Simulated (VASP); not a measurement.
Consider Be.

```yaml
crystal:
  lattice:
    - [2.48143, 0.00000, 0.00000]
    - [0.00000, 2.48143, 0.00000]
    - [0.00000, 0.00000, 2.48143]
  atoms:
    - { symbol: Be, position: [0.00000, 0.00000, 0.00000] }
    - { symbol: Be, position: [0.50000, 0.50000, 0.50000] }
```

Space group Im-3m; a structure from a database of computed crystals, not necessarily the ambient phase; changed on purpose from its base cell (strained and moved within the space group); computed pressure about 2 GPa in this cell.

These are results of Kohn-Sham DFT of a periodic cell, PBEsol, VASP PAW PBE potentials, recommended in VASP 6.6.1, not measurements.

> Predict the valence pseudo-density and electron localisation function between the atoms.

Be–Be (2.15 Å): ρ is about 0.28 e/Å³ halfway; the ELF reaches about 0.60 near the midpoint.

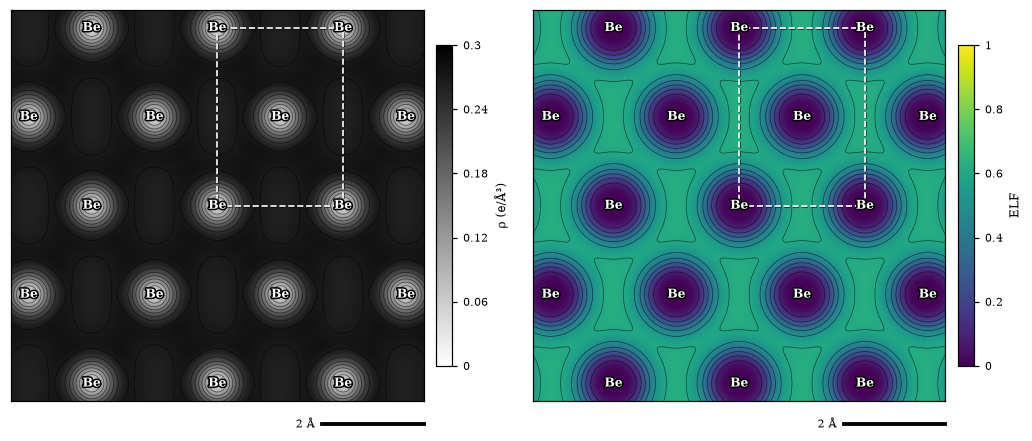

Computed valence pseudo-density and electron localisation function on the (11̄0) plane of the conventional cell, in this order. 

Core electrons are frozen (PAW), and the valence fields are smoothed inside the atomic spheres.
